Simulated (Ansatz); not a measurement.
## Mo: a changed input and its effect

System: Mo (P6₃/mmc, 2 atoms in the cell).
Method of run A: DFT, RPBE, plane waves, PAW, no spin polarisation (Ansatz 0.2.0).

Text and figures count atoms from 1; the logs count them from 0 in places.

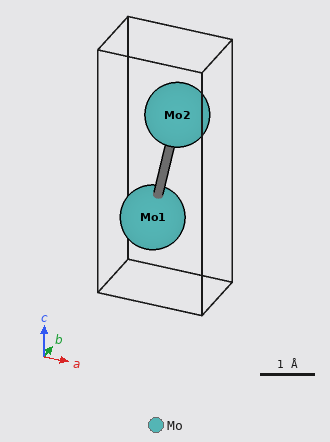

**Figure 1.** The input geometry (ball-and-stick view of the cell of the calculation, seen slightly off an axis; atoms are numbered from 1 in the order of the input). Near neighbours in the crystal (not all of them lie inside the picture): Mo has 12 Mo at 2.64 to 2.80 Å.

### The input, run A
```yaml
crystal:
  lattice:
    - [2.6430082734, 0.0, 0.0]
    - [-1.3215041367, 2.2889123072, 0.0]
    - [0.0, 0.0, 4.6878080023]
  atoms:
    - { symbol: Mo, position: [0.3333333333, 0.6666666667, 0.25] }
    - { symbol: Mo, position: [0.6666666667, 0.3333333333, 0.75] }
kpoints:
  mp_grid: { grid: [15, 15, 8] }
scf:
  occupations: { method: fermi_dirac, width: 0.08 }
  eigensolver: { kind: davidson }
hamiltonian:
  xc: rpbe
  pseudopotentials: { kind: paw }
output:
  forces: true
  stress: true
relax:
  f_tol: 0.005
  max_steps: 30
  cell: { stress_tol: 0.06, fix: [volume] }
basis:
  precision: f64
```

Command:
```bash
ansatz run input.yaml --threads 1 --pin off --max-ram 2048MiB --backend cpu --events-out ev --progress --plain --runs-dir out
```

Hardware: 1 thread of Arm Neoverse V1, 24 GiB of memory available, shared host.

### Output, shortened to warnings, some set-up lines, iterations and results (run A)
```
Basis set: ecut = 420 eV, 549 PW (Γ), exchange–correlation on 36×36×64 points (8 copies of the dense FFT grid, shifted against one another)
Symmetry: 24 space group operations
k-points: 135 of 1800
Initial density: superposition of atomic densities (neutral atoms: chi_scale 0, normalization atom), corrected by the library's trained network
[...]
SCF iter   1: F=—  HF=-9924.700183 eV  |F-HF|=—  |Δ(HF+E_count)|=         —  Δρ=7.47e-3  dr2=1.09e-2  ethr=1.77e-3  ⟨swp⟩=4.6  Hψ=9030  notcnv=0
SCF iter   2: F=—  HF=-9924.699274 eV  |F-HF|=—  |Δ(HF+E_count)|=   9.09e-4  Δρ=4.61e-3  dr2=4.30e-3  ethr=3.88e-5  ⟨swp⟩=2.3  Hψ=4545  notcnv=0
SCF iter   3: F=—  HF=-9924.698580 eV  |F-HF|=—  |Δ(HF+E_count)|=   6.94e-4  Δρ=3.93e-4  dr2=2.70e-5  ethr=9.53e-8  ⟨swp⟩=3.8  Hψ=11217  notcnv=0
SCF iter   4: F=—  HF=-9924.698627 eV  |F-HF|=—  |Δ(HF+E_count)|=   4.69e-5  Δρ=2.20e-4  dr2=1.25e-5  ethr=9.53e-8  ⟨swp⟩=3.1  Hψ=6470  notcnv=0
SCF iter   5: F=—  HF=-9924.698622 eV  |F-HF|=—  |Δ(HF+E_count)|=   5.28e-6  Δρ=4.27e-5  dr2=4.24e-7  ethr=4.47e-8  ⟨swp⟩=3.0  Hψ=5362  notcnv=0
[... 30 lines ...]
SCF iter   4: F=—  HF=-9924.707429 eV  |F-HF|=—  |Δ(HF+E_count)|=  9.31e-10  Δρ=1.19e-6  dr2=1.08e-10  ethr=6.28e-12  ⟨swp⟩=3.0  Hψ=5340  notcnv=0
SCF iter   5: F=-9924.707429 eV  HF=-9924.707429 eV  |F-HF|=0.00e0  |Δ(HF+E_count)|=  1.02e-10  Δρ=1.50e-7  dr2=1.77e-12  ethr=1.00e-12  ⟨swp⟩=2.2  Hψ=4496  notcnv=0
SCF iter   6: F=-9924.707429 eV  HF=-9924.707429 eV  |F-HF|=3.64e-12  |Δ(HF+E_count)|=  3.64e-12  Δρ=1.50e-8  dr2=4.11e-14  ethr=1.00e-12  ⟨swp⟩=2.0  Hψ=4455  notcnv=0
SCF 5 converged in 6 iterations: F = -9924.707429 eV  dr2 = 4.11e-14
relax step   5: F+E_penalty+E_count = -9924.70742880 eV  Δ(F+E_penalty+E_count) = -9.007e-6 eV  max|allowed force component| = 1.850e-17 eV/Å  Δτ_max = 0.0000 Å  P = +42.624 …
basis re-selected at this cell: Δ(F+E_penalty+E_count) = -9.007e-6 eV, ΔP = -0.002 GPa vs the last step (what re-selecting the basis moved, of the pressure what is left beyond the Pulay correction that the steps carried, after the strain that the cell walked since its last selection, with what the …
SCF converged after 6 iterations
Free energy (F): -9924.707429 eV
Harris-Foulkes:  -9924.707429 eV  (|F-HF|=3.64e-12)
Internal energy: -9924.654596 eV  (E = F + TS)
E sigma→0 (E₀):  -9924.681013 eV
Entropy (-TS):   -0.052832 eV (-26.416 meV/atom)
Fermi energy:    23.317259 eV
--- Per-component energies (eV) ---
  E_band       = -37.526592
  E_kinetic    = 893.701135
  E_local      = -1434.239828  (includes V_loc(G=0)·N_el)
  E_nonlocal   = 286.685908
  E_hartree    = 483.744932
  E_xc         = -370.703710
  E_vxc        = -462.576009  (∫ρ·V_xc dr)
  E_paw        = -6417.677408  (= ΣΔE_a)
  E_vpaw       = -288.587768  (= ΣTr[D̂ρ^β])
  E_aug_tail   = 0.000097  (compensation charges beyond the density's cutoff)
  E_ewald      = -3365.983558
  E_core_change = -0.182165  (= ΣΔE_core)
  E_smearing   = -0.052832  (= −TS)
  E_closure    = 0.000000  (closes the sum)
  Σ components = -9924.707429   (vs F -9924.707429, Δ=0.00e0)
--- Forces (eV/Å), atoms counted from 1 ---
  atom   1  Mo     0.00000000    -0.00000000     0.00000000
  atom   2  Mo    -0.00000000     0.00000000    -0.00000000
  max |Σ_I F_I| component: 2.31e-18 eV/Å
--- Stress (GPa, compression-positive) ---
       42.645090      -0.000000      -0.000000
        0.000000      42.645090      -0.000000
       -0.000000      -0.000000      42.581999
  P = ⅓ Tr σ = 42.6241 GPa (426.241 kbar)
--- Relaxed structure (4 steps of the walk, 4 accepted, 1 SCFs on fresh bases) ---
  F+E_penalty+E_count = -9924.70742880 eV   max|allowed force component| = 1.850e-17 eV/Å   (the final SCF, on the basis selected at the relaxed cell)
  cell:  # Å, volume = 28.3594 Å³
    - [2.662387273400029, 0.0, 0.0]
    - [-1.3311936367000146, 2.305695013476811, 0.0]
    - [0.0, 0.0, 4.619813078761026]
  atoms:
    - { symbol: Mo, position: [0.33333333333333326, 0.6666666666666665, 0.25] }
    - { symbol: Mo, position: [0.6666666666666666, 0.33333333333333326, 0.75] }
```

For run B the input was changed thus:
```diff
-  eigensolver: { kind: davidson }
-  xc: rpbe
+  xc: pbe
+  write_density: true
+  write_potential: true
+  elf: true
+  volumetric_format: npy
-basis:
-  precision: f64
```

What does this change do to the results?

The total energies belong to different methods, so their difference says nothing on which is more stable or more accurate. The pressure goes from 42.62 to 38.81 GPa. The functional changes from RPBE to PBE. Along LDA, PBEsol, PBE and RPBE the binding weakens and the preferred volume grows, so the same cell is under more pressure with the later ones. The SCF takes 32 iterations over all geometry steps against 30.

### Output, shortened to warnings, some set-up lines, iterations and results (run B)
```
Basis set: ecut = 420 eV, 549 PW (Γ), exchange–correlation on 36×36×64 points (8 copies of the dense FFT grid, shifted against one another)
Symmetry: 24 space group operations
k-points: 135 of 1800
Initial density: superposition of atomic densities (neutral atoms: chi_scale 0, normalization atom), corrected by the library's trained network
[...]
SCF iter   1: F=—  HF=-9910.770125 eV  |F-HF|=—  |Δ(HF+E_count)|=         —  Δρ=7.19e-3  dr2=1.01e-2  ethr=1.77e-3  ⟨swp⟩=5.1  Hψ=10904  notcnv=0
SCF iter   2: F=—  HF=-9910.768577 eV  |F-HF|=—  |Δ(HF+E_count)|=   1.55e-3  Δρ=4.43e-3  dr2=4.00e-3  ethr=3.61e-5  ⟨swp⟩=1.2  Hψ=3559  notcnv=0
SCF iter   3: F=—  HF=-9910.767895 eV  |F-HF|=—  |Δ(HF+E_count)|=   6.81e-4  Δρ=3.61e-4  dr2=1.81e-5  ethr=1.43e-5  ⟨swp⟩=2.1  Hψ=3393  notcnv=0
SCF iter   4: F=—  HF=-9910.767933 eV  |F-HF|=—  |Δ(HF+E_count)|=   3.74e-5  Δρ=1.71e-4  dr2=7.01e-6  ethr=6.46e-8  ⟨swp⟩=2.0  Hψ=4407  notcnv=0
SCF iter   5: F=-9910.767930 eV  HF=-9910.767930 eV  |F-HF|=5.83e-9  |Δ(HF+E_count)|=   3.06e-6  Δρ=2.04e-5  dr2=4.67e-8  ethr=2.50e-8  ⟨swp⟩=2.0  Hψ=4025  notcnv=0
[... 32 lines ...]
SCF iter   6: F=-9910.776304 eV  HF=-9910.776304 eV  |F-HF|=5.46e-12  |Δ(HF+E_count)|=  5.46e-12  Δρ=1.02e-8  dr2=1.37e-14  ethr=1.00e-12  ⟨swp⟩=1.0  Hψ=2430  notcnv=0
SCF iter   7: F=-9910.776304 eV  HF=-9910.776304 eV  |F-HF|=9.09e-12  |Δ(HF+E_count)|=  7.28e-12  Δρ=3.10e-9  dr2=2.56e-15  ethr=1.00e-12  ⟨swp⟩=1.0  Hψ=2430  notcnv=0
SCF iter   8: F=-9910.776304 eV  HF=-9910.776304 eV  |F-HF|=0.00e0  |Δ(HF+E_count)|=  5.46e-12  Δρ=6.30e-10  dr2=8.85e-17  ethr=1.00e-12  ⟨swp⟩=2.0  Hψ=6895  notcnv=0
SCF 5 converged in 8 iterations: F = -9910.776304 eV  dr2 = 8.85e-17
relax step   5: F+E_penalty+E_count = -9910.77630365 eV  Δ(F+E_penalty+E_count) = -5.135e-6 eV  max|allowed force component| = 2.486e-17 eV/Å  Δτ_max = 0.0000 Å  P = +38.812 …
basis re-selected at this cell: Δ(F+E_penalty+E_count) = -5.135e-6 eV, ΔP = -0.002 GPa vs the last step (what re-selecting the basis moved, of the pressure what is left beyond the Pulay correction that the steps carried, after the strain that the cell walked since its last selection, with what the …
SCF converged after 8 iterations
Free energy (F): -9910.776304 eV
Harris-Foulkes:  -9910.776304 eV  (|F-HF|=0.00e0)
Internal energy: -9910.723551 eV  (E = F + TS)
E sigma→0 (E₀):  -9910.749928 eV
Entropy (-TS):   -0.052752 eV (-26.376 meV/atom)
Fermi energy:    23.243334 eV
--- Per-component energies (eV) ---
  E_band       = -39.386141
  E_kinetic    = 893.731244
  E_local      = -1436.297799  (includes V_loc(G=0)·N_el)
  E_nonlocal   = 288.604937
  E_hartree    = 483.693126
  E_xc         = -370.352875
  E_vxc        = -462.614619  (∫ρ·V_xc dr)
  E_paw        = -6404.146064  (= ΣΔE_a)
  E_vpaw       = -290.196246  (= ΣTr[D̂ρ^β])
  E_aug_tail   = 0.000089  (compensation charges beyond the density's cutoff)
  E_ewald      = -3365.956210
  E_smearing   = -0.052752  (= −TS)
  E_closure    = 0.000000  (closes the sum)
  Σ components = -9910.776304   (vs F -9910.776304, Δ=0.00e0)
--- Forces (eV/Å), atoms counted from 1 ---
  atom   1  Mo     0.00000000     0.00000000     0.00000000
  atom   2  Mo    -0.00000000    -0.00000000     0.00000000
  max |Σ_I F_I| component: 1.16e-18 eV/Å
--- Stress (GPa, compression-positive) ---
       38.830019       0.000000       0.000000
        0.000000      38.830019       0.000000
        0.000000       0.000000      38.776952
  P = ⅓ Tr σ = 38.8123 GPa (388.123 kbar)
--- Relaxed structure (4 steps of the walk, 4 accepted, 1 SCFs on fresh bases) ---
  F+E_penalty+E_count = -9910.77630365 eV   max|allowed force component| = 2.486e-17 eV/Å   (the final SCF, on the basis selected at the relaxed cell)
  cell:  # Å, volume = 28.3594 Å³
    - [2.6619985404898743, 0.0, 0.0]
    - [-1.3309992702449371, 2.3053583609013297, 0.0]
    - [0.0, 0.0, 4.621162444270648]
  atoms:
    - { symbol: Mo, position: [0.33333333333333326, 0.6666666666666665, 0.24999999999999997] }
    - { symbol: Mo, position: [0.6666666666666666, 0.33333333333333326, 0.7499999999999999] }
```

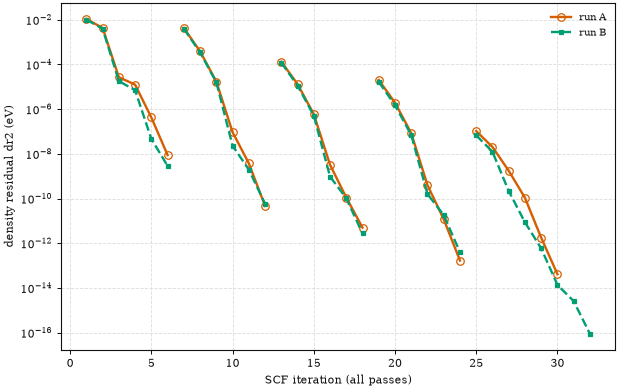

**Figure 2.** Convergence of the two runs: density residual dr2 against the SCF iteration. A break in a curve parts two SCF passes. Run A takes 30 iterations in all, and run B takes 32.

### The two runs side by side

| quantity | run A | run B |
| --- | --- | --- |
| outcome | converged | converged |
| free energy per atom (eV) | −4962.3537 | −4955.3882 |
| energy per atom, smearing taken to zero (eV) | −4962.3405 | −4955.3750 |
| pressure (GPa) | 42.62 | 38.81 |
| largest force (eV/Å) | 0.000 | 0.000 |
| SCF iterations | 30 | 32 |
| irreducible k-points | 135 | 135 |
| wall time (shared host) | 17 s | 16 s |

For run A: The cell is under a pressure of 43 GPa at this level, so it is not at its equilibrium volume. For run B: The cell is under a pressure of 39 GPa at this level, so it is not at its equilibrium volume.
